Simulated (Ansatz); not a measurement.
# How KF (Carobbiite, Fm-3m) expands on warming, part 5 of 5

Aim: the lattice, expansion, heat capacity and bulk modulus of KF (Carobbiite) as it warms.

What experiment has found for this phase:
- volume expansion coefficient 104.4 1e-6/K and heat capacity C_P per formula unit 49 J/mol/K near room temperature (given in “High-Throughput Prediction of Finite-Temperature Properties using the Quasi-Harmonic Approximation”, 2016, arXiv:1603.06924)
- volume expansion coefficient 95.1 1e-6/K near room temperature (given in “Descriptors for thermal expansion in solids”, 2017, arXiv:1701.03966)

Ansatz 0.2.0; DFT LDA, scalar-relativistic, plane waves, PAW (the session's first sound run).

So far, isothermal bulk modulus at 298 K (GPa): step 6 (the quasi-harmonic study, functional LDA, q-mesh 2×2×2) 36.6; step 8 (q-mesh 4×4×4) 36.6. Also principal linear expansion coefficients at 298 K (× 1e-6/K): step 6 32.1; step 8 31.9.

**10. A new level, relaxed again**

The functional, the potentials or the cutoff change, so the crystal is relaxed again at the new setting.

This step: DFT PBE, scalar-relativistic, plane waves, PAW (Ansatz 0.2.0).

input.yaml

```yaml
crystal:
  lattice:
    - [0.0, 2.5810700582, 2.5810700582]
    - [2.5810700582, 0.0, 2.5810700582]
    - [2.5810700582, 2.5810700582, 0.0]
  atoms:
    - { symbol: K, position: [0.0, 0.0, 0.0] }
    - { symbol: F, position: [0.5, 0.5, 0.5] }
kpoints:
  mp_grid: { grid: [8, 8, 8] }
hamiltonian:
  xc: pbe
scf:
  occupations: { method: fixed }
output:
  forces: true
  stress: true
  eigenvalues: true
relax:
  adjacent_minimum: "off"
  f_tol: 0.001
  max_steps: 60
  cell: { stress_tol: 0.01 }
```

On the command line:

```bash
$ ansatz run input.yaml --threads 4 --pin off --max-ram 16384MiB --backend cpu --events-out ev --progress --plain --runs-dir out
```

Numbers of over 12 decimals in the logs are rounded to 6 here.

The log of the run:

```text
[...]
Crystal: 2 atoms, lattice volume = 34.390 Å³
Basis set: ecut = 420 eV, 645 PW (Γ), exchange–correlation on 50×50×50 points (8 copies of the dense FFT grid, shifted against one another)
Bands: 12, of which v1, the nominal top of the filled ones, is band 8 counted from 1 (7 counted from 0)
Symmetry: 48 space group operations
[...]
k-points: 29 of 512
[...]
SCF iter   1: F=—  HF=-2348.713918 eV  |F-HF|=—  |Δ(HF+E_count)|=         —  Δρ=4.42e-4  dr2=2.17e-5  ethr=1.77e-3  ⟨swp⟩=4.7  Hψ=1898  notcnv=0  defer=46
[...]
SCF iter   7: F=-2348.713818 eV  HF=-2348.713818 eV  |F-HF|=5.48e-8  |Δ(HF+E_count)|=   4.67e-7  Δρ=1.53e-5  dr2=6.55e-8  ethr=6.25e-10  ⟨swp⟩=6.5  Hψ=2177  notcnv=0
SCF 1 converged in 7 iterations: F = -2348.713818 eV  dr2 = 6.55e-8
[...]
relax step   1: F+E_penalty+E_count = -2348.71381797 eV  Δ(F+E_penalty+E_count) = +0.000e0 eV  max|allowed force component| = 6.179e-30 eV/Å  Δτ_max = 0.0000 Å  P = +6.059 GPa  Ω = 34.390 Å³  (7 SCF iters, dr2 threshold 1.00e-7 eV, accepted)
Crystal: 2 atoms, lattice volume = 39.153 Å³
Basis set: ecut = 420 eV, 749 PW (Γ), exchange–correlation on 50×50×50 points (8 copies of the dense FFT grid, shifted against one another)
[...]
SCF iter   6: F=-2348.779278 eV  HF=-2348.779278 eV  |F-HF|=7.23e-9  |Δ(HF+E_count)|=   2.87e-6  Δρ=8.24e-6  dr2=1.73e-8  ethr=1.25e-9  ⟨swp⟩=6.1  Hψ=1850  notcnv=0
SCF 2 converged in 6 iterations: F = -2348.779278 eV  dr2 = 1.73e-8
[...]
relax step   2: F+E_penalty+E_count = -2348.77927787 eV  Δ(F+E_penalty+E_count) = -6.546e-2 eV  max|allowed force component| = 5.489e-30 eV/Å  Δτ_max = 0.0000 Å  P = -0.495 GPa  Ω = 39.153 Å³  energy of the carried Pulay correction = -9.431e-3 eV  (6 SCF iters, dr2 threshold 2.00e-7 eV, accepted)
Crystal: 2 atoms, lattice volume = 38.747 Å³
[...]
SCF iter   5: F=-2348.780718 eV  HF=-2348.780718 eV  |F-HF|=1.28e-8  |Δ(HF+E_count)|=   2.05e-7  Δρ=4.95e-6  dr2=5.83e-9  ethr=1.25e-9  ⟨swp⟩=4.9  Hψ=1612  notcnv=0
SCF 3 converged in 5 iterations: F = -2348.780718 eV  dr2 = 5.83e-9
relax step   3: F+E_penalty+E_count = -2348.78071822 eV  Δ(F+E_penalty+E_count) = -1.440e-3 eV  max|allowed force component| = 1.719e-29 eV/Å  Δτ_max = 0.0000 Å  P = -0.044 GPa  Ω = 38.747 Å³  energy of the carried Pulay correction = -8.676e-3 eV  (5 SCF iters, dr2 threshold 2.00e-7 eV, accepted)
[...]
relax step   4: F+E_penalty+E_count = -2348.78079727 eV  Δ(F+E_penalty+E_count) = -7.906e-5 eV  max|allowed force component| = 1.512e-29 eV/Å  Δτ_max = 0.0000 Å  P = +0.000 GPa  Ω = 38.708 Å³  energy of the carried Pulay correction = -8.602e-3 eV  (4 SCF iters, dr2 threshold 4.89e-9 eV, accepted)
[...]
relax step   5: F+E_penalty+E_count = -2348.79996168 eV  Δ(F+E_penalty+E_count) = -1.916e-2 eV  max|allowed force component| = 1.078e-29 eV/Å  Δτ_max = 0.0000 Å  P = +0.881 GPa  Ω = 38.708 Å³  stress off target by 8.81e-1 GPa  SCF on the basis re-selected at this cell (its energy is not comparable with the rows above)  (7 SCF iters)
[...]
relax step   6: F+E_penalty+E_count = -2348.80100826 eV  Δ(F+E_penalty+E_count) = -1.047e-3 eV  max|allowed force component| = 1.394e-29 eV/Å  Δτ_max = 0.0000 Å  P = +0.222 GPa  Ω = 39.493 Å³  energy of the carried Pulay correction = -1.629e-3 eV  (5 SCF iters, dr2 threshold 2.00e-7 eV, accepted)
[...]
relax step   7: F+E_penalty+E_count = -2348.80056872 eV  Δ(F+E_penalty+E_count) = +4.395e-4 eV  max|allowed force component| = 7.428e-30 eV/Å  Δτ_max = 0.0000 Å  P = +0.010 GPa  Ω = 39.765 Å³  energy of the carried Pulay correction = -2.263e-3 eV  (4 SCF iters, dr2 threshold 1.23e-7 eV, accepted)
[...]
relax step   8: F+E_penalty+E_count = -2348.80299083 eV  Δ(F+E_penalty+E_count) = -2.422e-3 eV  max|allowed force component| = 1.068e-29 eV/Å  Δτ_max = 0.0000 Å  P = +0.043 GPa  Ω = 39.765 Å³  stress off target by 4.32e-2 GPa  SCF on the basis re-selected at this cell (its energy is not comparable with the rows above)  (7 SCF iters)
[...]
relax step   9: F+E_penalty+E_count = -2348.80289575 eV  Δ(F+E_penalty+E_count) = +9.508e-5 eV  max|allowed force component| = 8.316e-30 eV/Å  Δτ_max = 0.0000 Å  P = +0.001 GPa  Ω = 39.821 Å³  energy of the carried Pulay correction = -1.028e-4 eV  (4 SCF iters, dr2 threshold 4.66e-9 eV, accepted)
[...]
SCF iter   8: F=-2348.802968 eV  HF=-2348.802968 eV  |F-HF|=0.00e0  |Δ(HF+E_count)|=    0.00e0  Δρ=4.43e-9  dr2=5.54e-15  ethr=1.00e-12  ⟨swp⟩=7.1  Hψ=1964  notcnv=0
SCF 10 converged in 8 iterations: F = -2348.802968 eV  dr2 = 5.54e-15
relax step  10: F+E_penalty+E_count = -2348.80296809 eV  Δ(F+E_penalty+E_count) = -7.234e-5 eV  max|allowed force component| = 1.108e-29 eV/Å  Δτ_max = 0.0000 Å  P = +0.002 GPa  Ω = 39.821 Å³  stress off target by 2.33e-3 GPa  SCF on the basis re-selected at this cell (its energy is not comparable with the rows above)  (8 SCF iters)
[...]
SCF converged after 8 iterations
Free energy (F): -2348.802968 eV
[...]
Internal energy: -2348.802968 eV  (E = F + TS)
E sigma→0 (E₀):  -2348.802968 eV
Fermi energy:    1.172653 eV
[...]
--- Stress (GPa, compression-positive) ---
        0.002326      -0.000000      -0.000000
       -0.000000       0.002326      -0.000000
       -0.000000      -0.000000       0.002326
  P = ⅓ Tr σ = 0.0023 GPa (0.023 kbar)
--- Band table (eV; the first three rows and the last of 29) ---
  k-point 0: bands = [... 4 lower, -8.3531, 1.1727, 1.1727, 1.1727, 7.1335, 11.7250, 11.7250, 11.7250]
  k-point 1: bands = [... 4 lower, -8.3582, 1.0407, 1.1247, 1.1247, 7.5500, 11.4817, 11.9214, 11.9214]
  k-point 2: bands = [... 4 lower, -8.3704, 0.7620, 1.0123, 1.0123, 8.5981, 11.1287, 12.4032, 12.4032]
  k-point 28: bands = [... 4 lower, -8.4346, 0.7994, 0.9989, 0.9989, 10.7605, 10.7605, 12.1241, 14.2028]
--- Relaxed structure (7 steps of the walk, 7 accepted, 3 SCFs on fresh bases) ---
[...]
cell:  # Å, volume = 39.8207 Å³
    - [0, 2.710355, 2.710355]
    - [2.710355, 0, 2.710355]
    - [2.710355, 2.710355, 0]
  atoms:
    - { symbol: K, position: [0, 0, 0] }
    - { symbol: F, position: [0.5, 0.5, 0.5] }
```

Wall time 3.3 s (4 threads of Arm Neoverse V1, shared host); peak memory 0.29 GiB.

Step by step:

```
step  energy less that of the first step (eV)  largest force component (eV/Å)  pressure (GPa)  volume (Å³)
   1                                   0.0000                          0.0000            6.06        34.39
   2                                  -0.0655                          0.0000           -0.50        39.15
   3                                  -0.0669                          0.0000           -0.04        38.75
   4                                  -0.0670                          0.0000            0.00        38.71
  5*                                  -0.0861                          0.0000            0.88        38.71
   6                                  -0.0872                          0.0000            0.22        39.49
   7                                  -0.0868                          0.0000            0.01        39.76
  8*                                  -0.0892                          0.0000            0.04        39.76
   9                                  -0.0891                          0.0000            0.00        39.82
 10*                                  -0.0891                          0.0000            0.00        39.82
```

Relaxation steps marked * repeat the geometry before them on a plane-wave basis chosen anew for their cell, so energy and pressure can jump there.

Forces are held to the 48 operations that the run works with; a distortion that breaks them can't arise in this run.

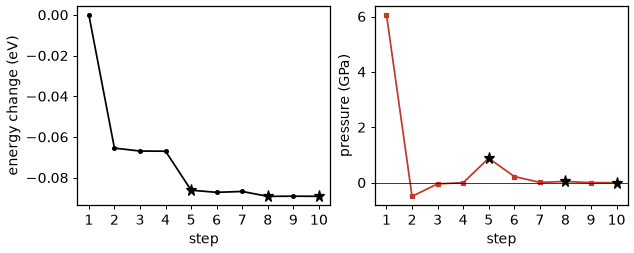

Energy and pressure along the relaxation. Stars mark steps on a basis chosen anew.

```
conventional cell, symmetrised  before  after   change
                         a (Å)   5.162  5.421   +5.0 %
                         b (Å)   5.162  5.421   +5.0 %
                         c (Å)   5.162  5.421   +5.0 %
              volume (Å³/atom)   17.19  19.91  +15.8 %
```

The relaxed structure:

```cif
data_structure
_symmetry_space_group_name_H-M 'P 1'
_symmetry_Int_Tables_number 1
_cell_length_a 3.8330
_cell_length_b 3.8330
_cell_length_c 3.8330
_cell_angle_alpha 60.000
_cell_angle_beta 60.000
_cell_angle_gamma 60.000
_cell_volume 39.82
loop_
_atom_site_label
_atom_site_type_symbol
_atom_site_fract_x
_atom_site_fract_y
_atom_site_fract_z
_atom_site_occupancy
K1 K 0.00000 0.00000 0.00000 1
F2 F 0.50000 0.50000 0.50000 1
```

This step gave:

```yaml
pressure: 0.002326 GPa
gap_on_the_k_mesh: 5.961 eV
volume_per_atom: 19.91 Å³
```

The residual pressure is 0.0023 GPa, small enough for phonons.

**11. The quasi-harmonic study, q-mesh 4×4×4 (run 2)**

The study relaxes the crystal at several strains, solves the phonons on some of them and minimises the free energy at each temperature (static energy, vibrations, the electrons in a metal, and PV under a set pressure); the q-mesh sets how far the force constants reach.

input.yaml, the sections that differ from step 10:

```yaml
crystal:
  lattice:
    - [0.0, 2.7103552073, 2.7103552073]
    - [2.7103552073, 0.0, 2.7103552073]
    - [2.7103552073, 2.7103552073, 0.0]
  atoms:
    - { symbol: K, position: [0.0, 0.0, 0.0] }
    - { symbol: F, position: [0.5, 0.5, 0.5] }
output:
  eigenvalues: true
phonons:
  method: dfpt
  qmesh: [4, 4, 4]
  temperatures: { t_max: 800.0, t_step: 50 }
  thermal_expansion: {}
# kpoints, hamiltonian, scf: as in step 10
# relax: removed
```

The log of the run:

```text
[...]
Crystal: 2 atoms, lattice volume = 39.821 Å³
Basis set: ecut = 487.2 eV, 941 PW (Γ), exchange–correlation on 60×60×60 points (8 copies of the dense FFT grid, shifted against one another)
Bands: 12, of which v1, the nominal top of the filled ones, is band 8 counted from 1 (7 counted from 0)
Symmetry: 48 space group operations
[...]
vibrations' free energy: its fit leaves 0.0173 meV an atom at the most
  the electrons' free energy at temperature is not in it: every band gap is over 0.83 eV
  free energies summed between the sampled wave vectors
[...]
band gaps on the cells' k-points are 5.137 to 6.111 eV
[key lines of the parts left out:]
SCF converged after 8 iterations
Free energy (F): -2348.807313 eV
Fermi energy:    1.172348 eV
P = ⅓ Tr σ = 0.0060 GPa (0.060 kbar)
```

The job ended after 12 min (4 threads; peak memory 1 GiB; 48 min of CPU time).

Changing the level of theory (LDA → PBE) takes the volume expansion at 298 K from 95.5 to 151 × 10⁻⁶/K and B_T from 36.6 to 22.5 GPa.

**12. Side by side**

Times are for 4 threads of Arm Neoverse V1, shared host. The series side by side:

```
no.  functional  cutoff (eV)  k-mesh  q-mesh  method  pressure (GPa)  volume expansion coefficient at 298 K (1e-6/K)  C_P at 298 K (J/mol-atom/K)  isothermal bulk modulus at 298 K (GPa)     time  memory (GiB)
  1         lda        487.2   8×8×8   2×2×2    dfpt               0                                           96.20                        24.56                                   36.64  1.8 min          0.53
  2         lda        487.2   8×8×8   4×4×4    dfpt               0                                           95.55                        24.54                                   36.58  9.4 min          0.88
  3         pbe        487.2   8×8×8   4×4×4    dfpt               0                                           151.3                        25.83                                   22.45   12 min           1.0
```

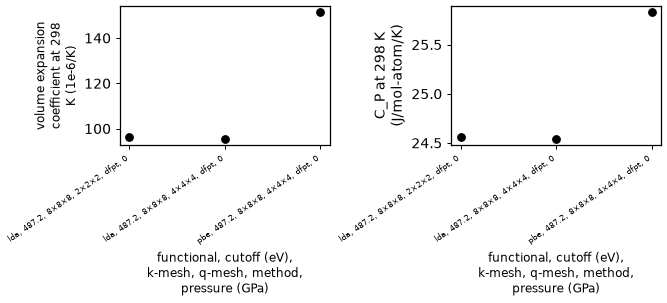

The series as plots.

The runs together, line volume. The expansion coefficient, volume by temperature; values in 1e-6/K:

```
temperature (K)  lda, 487.2, 8×8×8, 2×2×2, dfpt, 0  lda, 487.2, 8×8×8, 4×4×4, dfpt, 0  pbe, 487.2, 8×8×8, 4×4×4, dfpt, 0
              0                                  0                                  0                                  0
             50                               14.9                               14.2                               35.5
            100                               50.6                               49.8                               88.2
            150                               70.8                               70.0                                113
            200                               82.2                               81.5                                128
            250                               90.0                               89.3                                140
            298                               96.2                               95.5                                151
            300                               96.4                               95.8                                152
            350                                102                                102                                164
            400                                108                                108                                179
            450                                114                                114                                198
            500                                121                                121                                224
            550                                128                                128                                266
            600                                137                                137                                346
            650                                147                                148                                625
            700                                160                                161                                  -
            750                                176                                177                                  -
            800                                197                                199                                  -
```

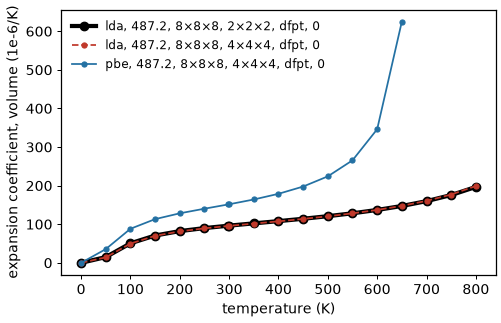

Expansion coefficient, volume against temperature.

The runs together, line C_P. Table of heat capacity, C_P by temperature; values in J/mol-atom/K:

```
temperature (K)  lda, 487.2, 8×8×8, 2×2×2, dfpt, 0  lda, 487.2, 8×8×8, 4×4×4, dfpt, 0  pbe, 487.2, 8×8×8, 4×4×4, dfpt, 0
              0                                  0                                  0                                  0
             50                               5.86                               5.88                               7.85
            100                               15.4                               15.3                               17.5
            150                               20.0                               20.0                               21.6
            200                               22.4                               22.3                               23.6
            250                               23.7                               23.7                               24.9
            298                               24.6                               24.5                               25.8
            300                               24.6                               24.6                               25.9
            350                               25.3                               25.3                               26.7
            400                               25.9                               25.8                               27.6
            450                               26.4                               26.4                               28.6
            500                               26.9                               26.9                               30.0
            550                               27.5                               27.5                               31.9
            600                               28.1                               28.1                               35.5
            650                               28.8                               28.8                               47.8
            700                               29.7                               29.7                                  -
            750                               30.7                               30.8                                  -
            800                               32.1                               32.2                                  -
```

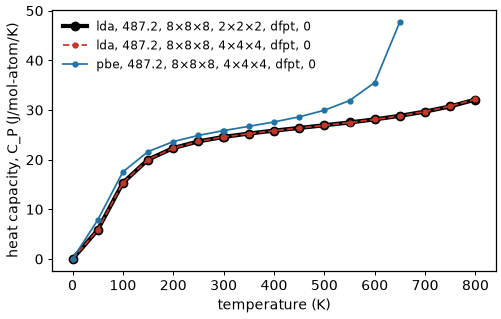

Heat capacity, C_P, plotted against temperature.

**13. Summary of results**

| Quantity | Value |
| --- | --- |
| settings of these figures | PBE, 487.2 eV, k 8×8×8, q 4×4×4 |
| volume expansion coefficient at 298 K | 151.3 1e-6/K |
| C_P at 298 K | 25.83 J/mol-atom/K |
| entropy at 298 K | 36.58 J/mol-atom/K |
| isothermal bulk modulus at 298 K | 22.45 GPa |
| Grüneisen parameter at 298 K | 1.777 |
| volume at 298 K | 20.77 Å³/atom |
| principal linear expansion coefficients at 298 K | 50.44, 50.44, 50.44 1e-6/K |

Near room temperature KF (Carobbiite) expands by 151 × 10⁻⁶/K in volume by PBE, with C_P = 25.8 J/(mol K) per mole of atoms and B_T = 22.5 GPa. Between 298.15 and 650 K the bulk modulus falls by 70 % and the Grüneisen parameter grows; in this range the quasi-harmonic approximation, which lacks anharmonicity at fixed volume, tends to overshoot. C_P at room temperature is 104 % of the classical 3R an atom; C_V is 96 %, and the rest is expansion work. Above 650 K the study finds no volume of rest, and gives nothing there: the quasi-harmonic free energy has lost its minimum, and the figures just below are already near that breakdown. A measured volume expansion coefficient near room temperature is 104.4 1e-6/K (arXiv:1603.06924); the calculated 151 1e-6/K differs by +45 %. A measured heat capacity per formula unit near room temperature is 49 J/mol/K (arXiv:1603.06924); the calculated 51.7 J/mol/K differs by +5 %. The levels of theory differ by up to 55.8 × 10⁻⁶/K in the volume expansion at 298 K.

[Logs are printed without paths, hosts, clocks, repeated set-up lines and the standing remarks that a program may print on its own settings, such as how far it seeks lower states.]

[Hosts, paths, dates, database ids (printed as entryN), source tags and the programs' standing remarks are cut or masked in the printed files.]

[A step with changed settings may run another functional than the one named; its input shows which.]
